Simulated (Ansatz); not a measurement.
Rh

Input

```
crystal:
  lattice:
    - [2.7081750602, 0.0, 0.0]
    - [-1.3540875301, 2.3453484, 0.0]
    - [1.3540875301, 0.7817828, 2.2112156772]
  atoms:
    - { symbol: Rh, position: [0.0, 0.0, 0.0] }
basis:
  ecutwfc: 420
kpoints:
  mp_grid: { grid: [15, 15, 15] }
hamiltonian:
  xc: pbe
scf:
  occupations: { method: gaussian, width: 0.1 }
output:
  forces: true
  stress: true
  eigenvalues: true
  write_density: true
  write_potential: true
  elf: true
  volumetric_format: npy
```

Run with:

```sh
ansatz run input.yaml --threads 4 --pin off --max-ram 8192MiB --backend cpu --events-out ev --progress --plain --runs-dir out
```

Below, planes, directions and counts refer to the conventional cell (a = 3.83 Å, b = 3.83 Å, c = 3.83 Å, α = 90.00°, β = 90.00°, γ = 90.00°).

Space group Fm-3m; a structure from a database of computed crystals, not necessarily the ambient phase; computed without spin polarisation.

Computed with DFT PBE, scalar-relativistic, plane waves, PAW (Ansatz 0.2.0).

What can the converged valence pseudo-density and electron localisation function tell about the bonding?

Rh–Rh (2.71 Å): ρ is about 0.36 e/Å³ halfway; the ELF is about 0.25 at the midpoint; no shared electron pair shows on this line.

Does the calculation give a band gap?

It is gapless in this calculation (a metal or semimetal).

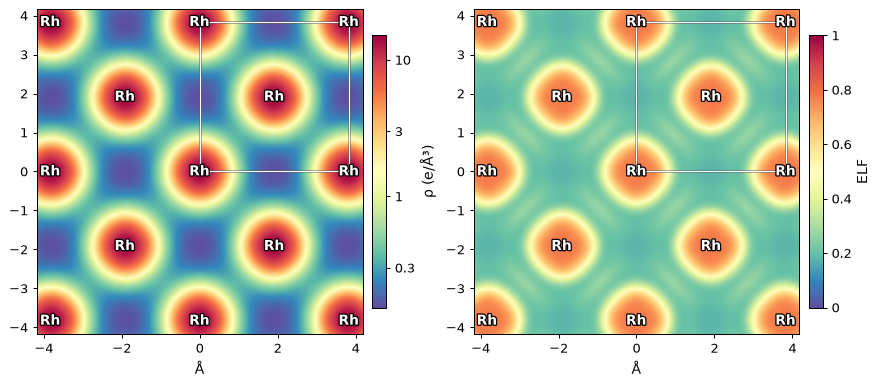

Computed valence pseudo-density and electron localisation function on the (001) plane of the conventional cell, in this order. 

In a PAW calculation such maps are meaningful between the atoms, not at the nuclei.
